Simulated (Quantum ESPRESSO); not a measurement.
Workfunction calculation of Co (part 2 of 3)

The same run, continued: Co (slab, 6 atoms in the cell); Kohn-Sham DFT of a periodic cell, PBE, PseudoDojo 0.4.1 SR PBE standard, spin-polarised (Quantum ESPRESSO 7.5); cutoff 1306.15 eV, 12×12×1 k-mesh, fermi-dirac of 0.05 eV, collinear spins. The structure derives from an entry of the Crystallography Open Database.

Geometry of the input (Å; fractional positions):
```
2.5395  -0.0000  -0.0000
-1.2698  2.1993  0.0000
0.0000  0.0000  25.3675
Co 0.6667  0.3333  0.2957
Co 0.3333  0.6667  0.3774
Co 0.0000  0.0000  0.4591
Co 0.6667  0.3333  0.5409
Co 0.3333  0.6667  0.6226
Co 0.0000  0.0000  0.7043
```

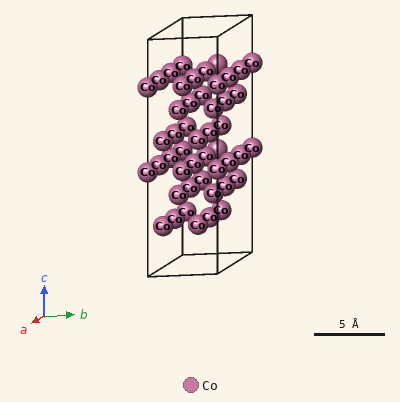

Fig. 1: The input geometry (spheres-only view of the 3 × 2 repeat of the cell, with the vacuum cut short, seen slightly off an axis). An atom can appear more than once, as a periodic image.

**Output, continued**
```
   -89.8106 -89.8097 -89.7997 -89.7923 -89.6743 -89.6743 -53.2550 -53.2460
   -53.2364 -53.2258 -53.1633 -53.1425 -53.1129 -53.1078 -53.0984 -53.0813
   -53.0792 -53.0634 -53.0603 -53.0601 -53.0398 -53.0373 -52.9200 -52.9200
     1.2630   1.3028   1.4801   1.6355   1.9170   1.9965   2.1045   2.2124
     2.5032   2.8951   3.2301   3.3935   3.5214   3.5813   3.7762   3.8617
     4.0677   4.1606   4.5655   4.5836   4.8287   4.8886   5.0656   5.1776
     5.1887   5.2202   5.2719   5.3587   5.4202   5.4571   5.5196   6.1837
     6.5619   7.5449   9.0100  10.4040  12.3630  12.7189  13.1126  13.8077
    14.9552  16.0640  16.1747  16.3574  17.3002

          k = 0.0000-0.9625 0.0000 ( 15104 PWs)   bands (ev):

   -89.8080 -89.8075 -89.7978 -89.7916 -89.6725 -89.6725 -53.2673 -53.2571
   -53.2451 -53.2400 -53.1527 -53.1414 -53.1185 -53.1114 -53.1018 -53.0847
   -53.0822 -53.0654 -53.0645 -53.0627 -53.0488 -53.0449 -52.9230 -52.9230
     1.2662   1.3579   1.5480   1.6678   1.8534   1.9811   2.0190   2.1320
     2.4469   2.8722   3.1833   3.3467   3.4842   3.6989   3.7479   3.9713
     4.1472   4.2295   4.5732   4.7169   4.9186   4.9829   5.1082   5.2943
     5.3208   5.3300   5.3720   5.4598   5.5363   5.5502   6.4630   7.3754
     8.0980   8.5025   8.6664   8.6884  11.9504  12.3861  12.8275  13.4723
    14.6949  15.6240  16.2623  16.6569  17.9488

          k = 0.1389 0.2406 0.0000 ( 15261 PWs)   bands (ev):

   -89.8373 -89.8327 -89.8187 -89.8048 -89.6937 -89.6937 -53.2465 -53.2130
   -53.1576 -53.1088 -53.0861 -53.0826 -53.0721 -53.0644 -53.0628 -53.0548
   -53.0451 -53.0422 -53.0362 -53.0302 -52.9120 -52.9119 -52.8863 -52.8863
    -1.5631  -0.9299   0.0123   0.9993   1.5782   1.6752   3.0301   3.0320
     3.1067   3.2236   3.3210   3.4218   3.5431   3.5926   3.6469   3.7228
     3.7404   3.7414   3.8135   3.8670   3.9197   4.0243   4.1212   4.2298
     4.2495   4.2714   4.3388   4.5227   4.5580   4.7072   4.7958   5.0191
     5.1878   5.2120   5.9550   7.1508   7.9621  11.5358  11.5815  12.8212
    13.1395  14.8466  15.2859  17.6468  17.9566

          k = 0.1389 0.4010 0.0000 ( 15259 PWs)   bands (ev):

   -89.8298 -89.8261 -89.8132 -89.8007 -89.6881 -89.6881 -53.2302 -53.2055
   -53.1691 -53.1425 -53.1200 -53.1160 -53.0939 -53.0779 -53.0725 -53.0642
   -53.0583 -53.0486 -53.0470 -53.0362 -52.9501 -52.9500 -52.8980 -52.8980
    -0.7206  -0.1429   0.6971   1.5443   2.0362   2.1317   2.6714   2.7888
     2.8916   3.0433   3.0840   3.2291   3.4225   3.4782   3.5091   3.6364
     3.7429   3.8355   3.9373   4.0165   4.0764   4.1010   4.1795   4.2951
     4.3235   4.4987   4.5309   4.6423   4.6903   4.7198   4.9525   5.0164
     5.2019   5.6032   6.7078   8.1871   9.3079  12.2822  12.3983  13.6468
    13.7774  15.6659  15.9966  18.4236  18.6854

          k = 0.1389 0.5614 0.0000 ( 15231 PWs)   bands (ev):

   -89.8208 -89.8184 -89.8069 -89.7962 -89.6815 -89.6815 -53.2178 -53.2056
   -53.1935 -53.1855 -53.1639 -53.1404 -53.1028 -53.0942 -53.0878 -53.0759
   -53.0668 -53.0585 -53.0536 -53.0451 -52.9924 -52.9922 -52.9115 -52.9115
     0.3462   0.7684   1.3075   1.7822   2.1603   2.3347   2.4201   2.5882
     2.7874   2.9219   3.1036   3.1268   3.3858   3.5691   3.6091   3.6666
     3.7467   3.8168   3.8761   4.0189   4.2185   4.3473   4.4218   4.5105
     4.6511   4.7590   4.8697   4.9480   5.0367   5.1003   5.1113   5.2658
     5.2994   6.2322   7.6707   9.4125  10.8967  13.2577  13.6797  14.7808
    14.8668  16.3484  16.9454  17.0867  17.5903

          k = 0.1389 0.7218 0.0000 ( 15185 PWs)   bands (ev):

   -89.8128 -89.8116 -89.8013 -89.7930 -89.6758 -89.6758 -53.2382 -53.2318
   -53.2215 -53.2097 -53.1725 -53.1436 -53.1101 -53.1089 -53.0990 -53.0893
   -53.0708 -53.0679 -53.0589 -53.0548 -53.0265 -53.0256 -52.9232 -52.9232
     1.2029   1.3666   1.4824   1.7324   2.0521   2.1060   2.2632   2.3918
     2.6088   2.8852   3.2052   3.3657   3.4722   3.5832   3.5890   3.6926
     3.8751   4.1218   4.2358   4.3869   4.4984   4.5528   4.7879   4.8328
     4.8638   4.9442   5.1367   5.1651   5.2732   5.3981   5.6816   5.9154
     6.2538   7.2912   8.8488  10.6412  12.5445  13.2596  13.7919  14.6000
    15.4048  15.6602  16.1892  16.6608  16.8015

          k = 0.1389 0.8823 0.0000 ( 15135 PWs)   bands (ev):

   -89.8080 -89.8075 -89.7978 -89.7916 -89.6725 -89.6725 -53.2602 -53.2500
   -53.2390 -53.2327 -53.1554 -53.1412 -53.1213 -53.1175 -53.1024 -53.0978
   -53.0751 -53.0725 -53.0625 -53.0617 -53.0437 -53.0422 -52.9300 -52.9300
     1.3661   1.4513   1.6313   1.7579   1.9342   2.0644   2.1256   2.2438
     2.5086   2.8516   3.1498   3.4030   3.4832   3.5208   3.7516   3.8111
     4.0334   4.2231   4.3832   4.6533   4.7908   4.8499   4.9209   5.0178
     5.1685   5.2004   5.2546   5.2971   5.3945   5.4864   6.7527   7.3109
     7.8024   8.4756   9.3157   9.8573  12.0976  12.5692  13.0365  13.6969
    14.8970  15.6717  16.4698  17.1269  17.5905

          k = 0.2778 0.4812 0.0000 ( 15231 PWs)   bands (ev):

   -89.8221 -89.8195 -89.8078 -89.7968 -89.6824 -89.6824 -53.2146 -53.2039
   -53.1875 -53.1749 -53.1563 -53.1381 -53.1037 -53.0918 -53.0892 -53.0739
   -53.0682 -53.0659 -53.0519 -53.0424 -52.9823 -52.9822 -52.9146 -52.9146
     0.2177   0.6857   1.3216   1.9024   2.2268   2.5045   2.5940   2.6452
     2.7780   2.9106   3.0169   3.0840   3.2655   3.3229   3.3707   3.4450
     3.5488   3.8767   3.8781   4.0002   4.1589   4.2108   4.3368   4.5511
     4.5680   4.6042   4.9119   4.9583   5.0339   5.1192   5.1269   5.2336
     5.3482   6.2202   7.5727   9.2582  10.6706  13.1341  13.4743  14.6697
    14.6742  16.6777  16.8657  18.5841  18.6148

          k = 0.2778 0.6416 0.0000 ( 15191 PWs)   bands (ev):

   -89.8141 -89.8127 -89.8022 -89.7934 -89.6767 -89.6767 -53.2199 -53.2173
   -53.2034 -53.1980 -53.1809 -53.1458 -53.1145 -53.1086 -53.1034 -53.0948
   -53.0827 -53.0675 -53.0565 -53.0513 -53.0117 -53.0116 -52.9328 -52.9328
     1.2075   1.4385   1.6929   1.9286   2.1324   2.3545   2.5380   2.6532
     2.7974   2.8556   2.9965   3.1188   3.3023   3.3428   3.5114   3.6003
     3.6835   3.7573   3.8187   4.0321   4.2255   4.4075   4.4268   4.5331
     4.6915   4.7440   5.1033   5.2055   5.2615   5.3905   5.8523   5.9553
     6.3412   7.3138   8.7968  10.5877  12.2860  14.1596  14.8565  15.2148
    15.7855  16.0215  16.4702  17.0105  17.3967

          k = 0.2778 0.8020 0.0000 ( 15134 PWs)   bands (ev):

   -89.8081 -89.8076 -89.7978 -89.7915 -89.6725 -89.6725 -53.2422 -53.2331
   -53.2224 -53.2179 -53.1667 -53.1453 -53.1307 -53.1240 -53.1148 -53.1036
   -53.0890 -53.0717 -53.0599 -53.0583 -53.0318 -53.0315 -52.9467 -52.9466
     1.6378   1.6963   1.8427   1.9671   2.1605   2.1942   2.3759   2.5329
     2.7042   2.7879   3.0249   3.2004   3.3367   3.5155   3.5819   3.6345
     3.8818   3.9112   4.1642   4.2415   4.2939   4.4788   4.6623   4.7376
     4.8160   4.8751   5.1362   5.2801   5.3609   5.4823   6.9903   7.2794
     7.8359   8.8104  10.1297  11.3921  12.6765  13.1549  13.6599  14.3621
    15.4488  16.1922  16.6009  16.8028  16.9919

          k = 0.2778 0.9625 0.0000 ( 15090 PWs)   bands (ev):

   -89.8058 -89.8056 -89.7959 -89.7912 -89.6710 -89.6710 -53.2512 -53.2399
   -53.2294 -53.2252 -53.1542 -53.1508 -53.1374 -53.1297 -53.1182 -53.1069
   -53.0899 -53.0749 -53.0609 -53.0604 -53.0388 -53.0387 -52.9518 -52.9518
     1.5940   1.7636   1.8524   2.0525   2.1030   2.2507   2.3126   2.4817
     2.6669   2.7576   2.9525   3.3125   3.3378   3.5020   3.5930   3.7501
     3.8324   4.0473   4.2039   4.3910   4.4782   4.5302   4.7328   4.8439
     4.9935   5.0115   5.1901   5.2033   5.3545   5.4277   8.1976   8.6475
     9.0861   9.4814   9.8553  10.1458  12.1608  12.7279  13.2974  13.9809
    15.2188  15.7450  16.5691  16.8302  17.0200

          k = 0.4168 0.7218 0.0000 ( 15139 PWs)   bands (ev):

   -89.8081 -89.8076 -89.7978 -89.7915 -89.6725 -89.6725 -53.2268 -53.2249
   -53.2126 -53.2064 -53.1797 -53.1517 -53.1334 -53.1303 -53.1195 -53.1078
   -53.0954 -53.0710 -53.0590 -53.0575 -53.0226 -53.0225 -52.9578 -52.9578
     1.8999   1.9015   1.9953   2.0773   2.0776   2.4569   2.5022   2.6556
     2.7181   2.8876   2.9488   3.1300   3.1538   3.4015   3.4865   3.6368
     3.6646   3.7754   3.8037   4.1010   4.1809   4.3820   4.4657   4.5093
     4.6604   4.8279   5.1250   5.2957   5.3670   5.4803   7.0481   7.3026
     7.9011   8.9335  10.3697  12.0626  13.6919  14.1616  14.3103  14.7822
    14.8938  15.5777  15.9876  16.7449  16.7740

          k = 0.4168 0.8823 0.0000 ( 15125 PWs)   bands (ev):

   -89.8046 -89.8045 -89.7946 -89.7912 -89.6701 -89.6701 -53.2322 -53.2216
   -53.2161 -53.2075 -53.1787 -53.1657 -53.1565 -53.1417 -53.1251 -53.1136
   -53.0935 -53.0782 -53.0604 -53.0599 -53.0253 -53.0251 -52.9764 -52.9763
     1.9290   2.1018   2.1130   2.2943   2.3353   2.3566   2.5630   2.5971
     2.6904   2.7159   2.8828   3.1308   3.2225   3.4206   3.5195   3.6112
     3.6776   3.9183   3.9608   4.0778   4.2293   4.3861   4.4985   4.5647
     4.8492   4.8945   5.1199   5.2280   5.3009   5.3885   8.7299   9.0986
     9.7429  10.5747  11.2424  11.7408  12.6190  13.2207  13.6178  13.8576
    14.2075  14.7903  15.5270  15.7993  16.5632

          k = 0.5557 0.9625 0.0000 ( 15072 PWs)   bands (ev):

   -89.8033 -89.8033 -89.7923 -89.7923 -89.6693 -89.6693 -53.2122 -53.2122
   -53.2081 -53.1960 -53.1960 -53.1825 -53.1682 -53.1682 -53.1237 -53.1125
   -53.0878 -53.0878 -53.0606 -53.0606 -53.0091 -53.0091 -53.0012 -53.0011
     2.2749   2.2749   2.2800   2.3725   2.3725   2.4900   2.5013   2.5013
     2.5054   2.7877   2.7877   3.2958   3.2958   3.3290   3.4374   3.6393
     3.6394   3.7351   3.7351   4.2841   4.2841   4.3033   4.4218   4.4218
     4.8757   4.8757   5.1610   5.2086   5.2086   5.2628  10.8329  10.8433
    10.8433  11.1453  11.1453  11.8555  11.9311  12.9017  12.9017  13.0588
    13.7919  13.7919  15.2013  15.2013  16.6189

 ------ SPIN DOWN ----------

          k = 0.0000 0.0000 0.0000 ( 15251 PWs)   bands (ev):

   -87.9690 -87.9541 -87.9392 -87.9326 -87.7768 -87.7768 -51.2802 -51.2194
   -51.1414 -51.0677 -51.0652 -51.0652 -51.0506 -51.0506 -51.0358 -51.0358
   -51.0311 -51.0311 -50.9607 -50.9584 -50.8725 -50.8725 -50.8725 -50.8725
    -2.3012  -1.6402  -0.6242   0.5799   1.6278   2.1207   4.8040   4.8590
     5.1335   5.1484   5.3019   5.3189   5.3189   5.3347   5.3347   5.4313
     5.4313   5.4693   5.4693   5.6606   5.6606   5.6795   5.6795   6.1118
     6.3082   6.6186   6.6186   6.6258   6.6258   6.7218   6.7218   6.9303
     6.9303   7.1843   7.1843   7.3404   7.3404  10.8657  11.1039  12.2704
    13.1981  14.5092  14.9959  17.2906  17.5251

          k = 0.0000 0.1604 0.0000 ( 15243 PWs)   bands (ev):

   -87.9666 -87.9520 -87.9374 -87.9311 -87.7749 -87.7749 -51.2751 -51.2168
   -51.1429 -51.0781 -51.0750 -51.0694 -51.0609 -51.0543 -51.0472 -51.0434
   -51.0390 -51.0338 -50.9593 -50.9578 -50.8861 -50.8861 -50.8759 -50.8759
    -2.0691  -1.4142  -0.4074   0.7865   1.8250   2.3016   4.6814   4.7398
     4.9612   5.0516   5.1820   5.2973   5.3172   5.3604   5.4040   5.4298
     5.4720   5.5406   5.5607   5.6021   5.6433   5.7580   5.7817   5.9287
     6.0090   6.4647   6.4676   6.6345   6.6388   6.7539   6.8234   6.9422
     7.1700   7.1926   7.3502   7.6240   7.9756  11.0839  11.3053  12.4788
    13.3220  14.6788  15.1635  17.4736  17.7121

          k = 0.0000 0.3208 0.0000 ( 15281 PWs)   bands (ev):

   -87.9599 -87.9462 -87.9326 -87.9273 -87.7698 -87.7698 -51.2610 -51.2115
   -51.1531 -51.1105 -51.1066 -51.0880 -51.0815 -51.0807 -51.0642 -51.0560
   -51.0478 -51.0413 -50.9574 -50.9568 -50.9226 -50.9225 -50.8850 -50.8850
    -1.3933  -0.7604   0.2105   1.3599   2.3593   2.7884   4.3215   4.5009
     4.6189   4.8193   4.9009   5.0250   5.2031   5.2330   5.3423   5.5471
     5.5563   5.6274   5.7399   5.7745   5.7949   5.8525   5.8857   5.9987
     6.0662   6.3199   6.3554   6.5870   6.6377   6.7804   6.9648   7.0628
     7.2095   7.3737   7.6778   8.4718   9.1424  11.7371  11.8884  13.1013
    13.6954  15.2261  15.6700  18.0291  18.2688

          k = 0.0000 0.4812 0.0000 ( 15245 PWs)   bands (ev):

   -87.9504 -87.9383 -87.9261 -87.9222 -87.7628 -87.7628 -51.2437 -51.2133
   -51.1851 -51.1595 -51.1409 -51.1360 -51.1000 -51.0959 -51.0778 -51.0655
   -51.0598 -51.0518 -50.9741 -50.9740 -50.9532 -50.9528 -50.8974 -50.8974
    -0.3447   0.2334   1.1061   2.1115   2.9782   3.3560   3.9073   4.1773
     4.4512   4.4939   4.6520   4.7713   5.0562   5.1293   5.2581   5.4796
     5.5831   5.6193   5.6683   5.8741   6.1239   6.1745   6.2017   6.3095
     6.3762   6.4711   6.5929   6.7027   6.7658   6.8556   7.0089   7.2257
     7.3920   7.3985   8.2953   9.4741  10.5251  12.7871  12.8201  14.1274
    14.3727  16.1842  16.4976  18.5212  19.0101

          k = 0.0000 0.6416 0.0000 ( 15209 PWs)   bands (ev):

   -87.9405 -87.9305 -87.9198 -87.9174 -87.7558 -87.7558 -51.2453 -51.2439
   -51.2137 -51.2072 -51.1802 -51.1456 -51.1109 -51.1107 -51.0913 -51.0767
   -51.0719 -51.0625 -51.0194 -51.0189 -50.9527 -50.9524 -50.9098 -50.9098
     0.9099   1.3587   1.9847   2.6389   3.2201   3.5295   3.6193   3.8787
     4.1440   4.4002   4.6320   4.7930   5.1296   5.3802   5.4104   5.5096
     5.5299   5.5994   5.8084   5.8463   6.1792   6.5425   6.6972   6.7721
     6.7780   6.8863   6.9845   6.9950   7.0578   7.0918   7.1765   7.2735
     7.4211   7.7603   8.9895  10.5499  12.0632  13.7852  14.2816  15.0150
    15.5073  15.6766  16.3859  17.2133  17.5441

          k = 0.0000 0.8020 0.0000 ( 15177 PWs)   bands (ev):

   -87.9326 -87.9249 -87.9153 -87.9142 -87.7507 -87.7507 -51.2794 -51.2669
   -51.2495 -51.2395 -51.1695 -51.1456 -51.1234 -51.1215 -51.1012 -51.0883
   -51.0807 -51.0704 -51.0496 -51.0477 -50.9518 -50.9517 -50.9189 -50.9189
     1.9888   2.2598   2.4732   2.7856   3.1956   3.3417   3.4513   3.6178
     3.9163   4.3062   4.8204   5.0888   5.2095   5.2526   5.4283   5.4456
     5.7319   5.9444   6.1563   6.3274   6.6215   6.6333   7.0554   7.1591
     7.2385   7.2969   7.3067   7.3720   7.3995   7.4902   7.5083   7.5499
     7.7311   8.2006   9.5540  10.9540  13.1193  13.3329  13.6823  14.3953
    15.4701  16.2049  16.4428  16.7446  17.3843

          k = 0.0000-0.9625 0.0000 ( 15104 PWs)   bands (ev):

   -87.9294 -87.9230 -87.9137 -87.9130 -87.7488 -87.7488 -51.2929 -51.2770
   -51.2632 -51.2529 -51.1577 -51.1466 -51.1314 -51.1254 -51.1048 -51.0937
   -51.0840 -51.0733 -51.0593 -51.0568 -50.9515 -50.9514 -50.9222 -50.9222
     2.3466   2.5793   2.7056   2.8102   3.2209   3.2295   3.2716   3.5176
     3.8372   4.2928   4.8900   5.1559   5.2141   5.2708   5.3887   5.5905
     5.7013   6.1416   6.1806   6.6415   6.7931   6.8577   7.0952   7.3738
     7.3913   7.4132   7.4220   7.4566   7.4933   7.6219   7.6236   8.1971
     8.9021   8.9623   9.3515   9.3815  12.9189  13.1700  13.4387  14.0164
    15.1199  16.2486  16.6902  17.0020  18.0058

          k = 0.1389 0.2406 0.0000 ( 15261 PWs)   bands (ev):

   -87.9620 -87.9481 -87.9341 -87.9285 -87.7714 -87.7714 -51.2655 -51.2129
   -51.1483 -51.0994 -51.0950 -51.0829 -51.0757 -51.0710 -51.0608 -51.0517
   -51.0451 -51.0414 -50.9578 -50.9569 -50.9105 -50.9104 -50.8828 -50.8828
    -1.6147  -0.9736   0.0110   1.1787   2.1944   2.6392   4.5042   4.5054
     4.7131   4.8820   4.9766   5.0931   5.2595   5.2610   5.3741   5.5146
     5.5712   5.5750   5.6455   5.7286   5.7555   5.8291   5.8712   5.9683
     5.9855   6.3375   6.3778   6.5738   6.6779   6.7953   6.8608   7.0794
     7.1661   7.2859   7.5918   8.2322   8.8051  11.5197  11.6979  12.8945
    13.5701  15.0397  15.5012  17.8446  18.0848

          k = 0.1389 0.4010 0.0000 ( 15259 PWs)   bands (ev):

   -87.9539 -87.9412 -87.9285 -87.9240 -87.7654 -87.7654 -51.2490 -51.2104
   -51.1695 -51.1373 -51.1289 -51.1212 -51.0980 -51.0864 -51.0727 -51.0647
   -51.0566 -51.0517 -50.9591 -50.9590 -50.9483 -50.9480 -50.8954 -50.8953
    -0.7481  -0.1436   0.7785   1.8608   2.8041   3.2015   4.1209   4.2996
     4.4476   4.6285   4.6851   4.8048   5.0340   5.0587   5.1706   5.4442
     5.5766   5.6475   5.7793   5.9179   5.9277   6.0558   6.1567   6.1817
     6.3036   6.4004   6.4730   6.5736   6.7933   6.8534   7.0200   7.0440
     7.2665   7.4262   8.1113   9.1203  10.0245  12.3894  12.4426  13.7220
    14.1008  15.8084  16.1830  18.5888  18.8111

          k = 0.1389 0.5614 0.0000 ( 15231 PWs)   bands (ev):

   -87.9442 -87.9333 -87.9221 -87.9191 -87.7584 -87.7584 -51.2372 -51.2252
   -51.2016 -51.1861 -51.1685 -51.1451 -51.1085 -51.1037 -51.0890 -51.0798
   -51.0677 -51.0624 -50.9987 -50.9985 -50.9528 -50.9526 -50.9099 -50.9099
     0.4222   0.9406   1.7018   2.5402   3.2492   3.6370   3.7948   4.0745
     4.2988   4.3645   4.5234   4.6552   4.9787   5.0905   5.1885   5.3678
     5.4512   5.5702   5.6688   5.9402   6.1956   6.2672   6.4208   6.5101
     6.6402   6.7283   6.8740   6.9726   7.0118   7.1163   7.1662   7.2003
     7.3034   7.7462   8.7801  10.1716  11.4684  13.4534  13.6800  14.9193
    14.9923  16.6847  17.0777  17.4373  17.9709

          k = 0.1389 0.7218 0.0000 ( 15185 PWs)   bands (ev):
```
